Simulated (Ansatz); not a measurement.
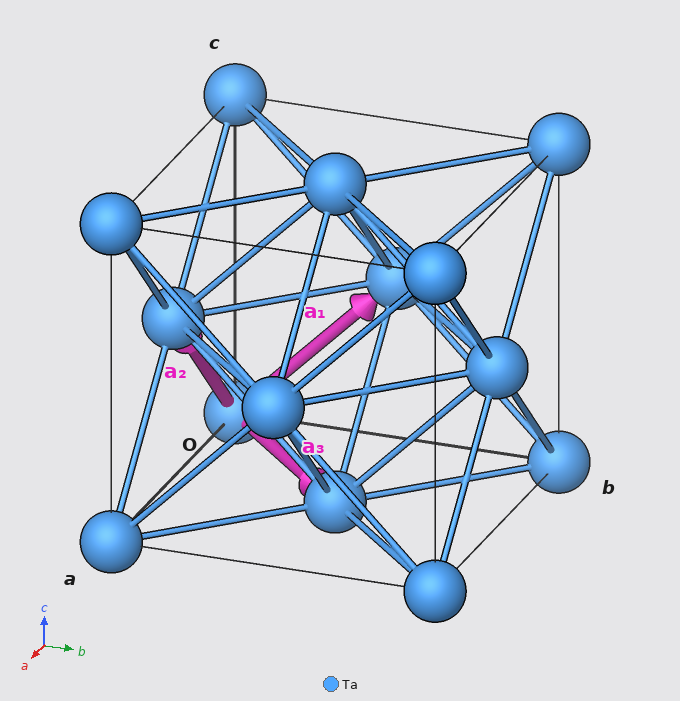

For Ta, the input geometry of an electronic-structure calculation (not necessarily at equilibrium); the starting structure was generated, so it need not be a known form of this composition: the conventional cell (thin) and a primitive cell (coloured, vectors a₁, a₂, a₃). Geometry calculated from the standardised cell; symmetry tolerance 0.002 Å.

a = 4.219 Å, b = 4.219 Å, c = 4.219 Å, α = 90.00°, β = 90.00°, γ = 90.00°.

**What is the centring, and how are the primitive vectors built?**

F, face-centred cubic, with lattice points at (0, 0, 0), (1/2, 1/2, 0), (1/2, 0, 1/2), (0, 1/2, 1/2). a₁ = 1/2 b + 1/2 c; a₂ = 1/2 a + 1/2 c; a₃ = 1/2 a + 1/2 b.

**Give the primitive cell's size and content.**

Edges 2.983, 2.983, 2.983 Å; angles 60.00°, 60.00°, 60.00°; volume 18.78 Å³, 1/4 of the conventional cell; 1 of its 4 atoms.
